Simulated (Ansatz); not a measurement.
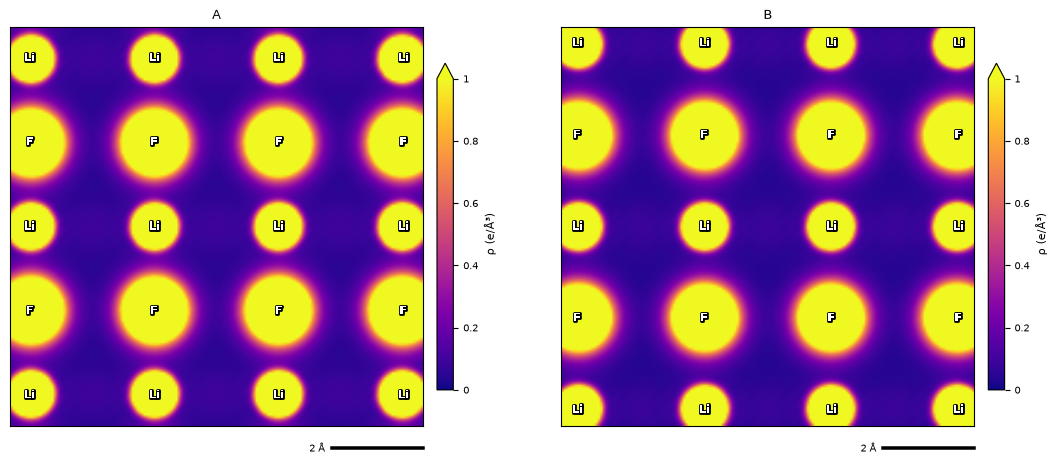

LiF. The valence electron density of two cells that differ in size and shape, on the (011̄) plane of each (indices in the axes of the calculation cell), at one length scale and on one colour scale; one has 6.9 and the other 7.8 Å³ an atom.

Space group I4/mmm.

Method: DFT PBE, scalar-relativistic, plane waves, PAW in Ansatz 0.2.0.

In a PAW calculation such maps are meaningful between the atoms, not at the nuclei.

**Which panel shows the smaller cell, and what does the compression change?**

Panel A is the smaller cell, by 12 % in volume. From the larger cell to the smaller, Li–F goes from 2.01 to 1.85 Å, and the density at its midpoint from 0.26 to 0.4 e/Å³; the pressure goes from 6 to 21 GPa; the Kohn–Sham gap goes from 9.4 eV to 10.6 eV.
